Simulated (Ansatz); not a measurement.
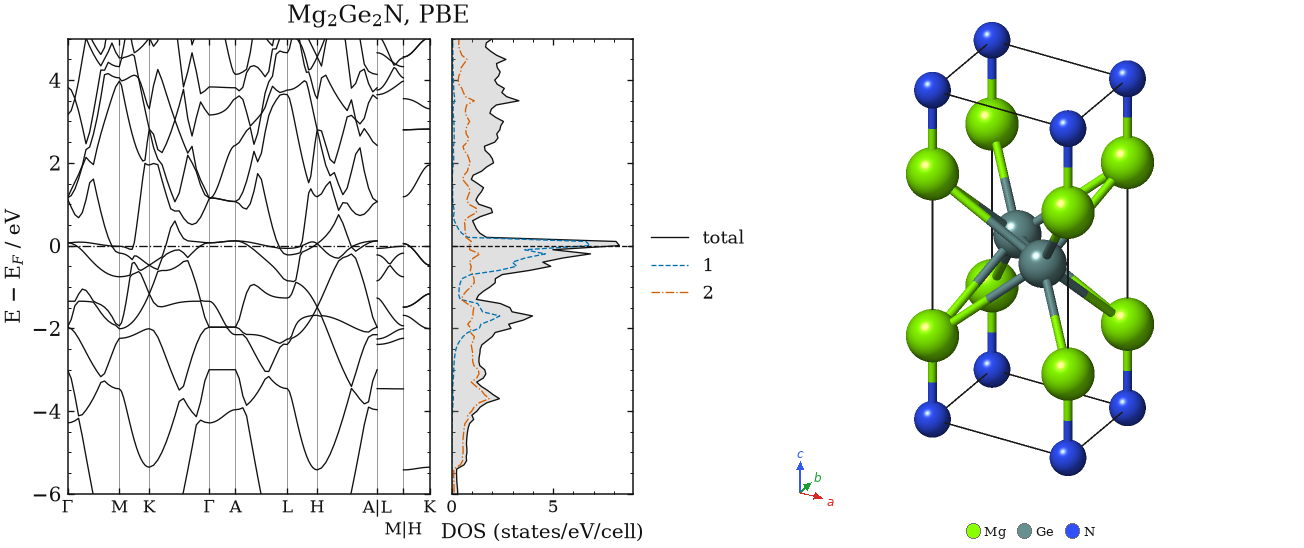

Band structure and density of states, beside the structure. Energies are counted from the Fermi level. The partial curves are projected on Löwdin-orthogonalised atomic shells; they sum to less than the total at higher energies, where shells without a projector contribute.

System: Mg₂Ge₂N, space group P6/mmm (No. 191), 5 atoms in the cell.

Computed with Ansatz 0.2.0: DFT PBE, scalar-relativistic, plane waves, PAW, no spin polarisation, 12×12×6 k mesh, 420 eV cutoff, Gaussian smearing of 0.1 eV.

Question: Assign each number in the legend. The candidates: Ge 4p, N 2p.

Answer: 1 is N 2p; 2 is Ge 4p.

Question: Does this material conduct, going by its bands?

Answer: A metal: bands cross the Fermi level along this path.

The structure is an invented one, so it need not be a known or stable phase. The electron count is odd and the run has no spin polarisation, so a magnetic state may lie lower.
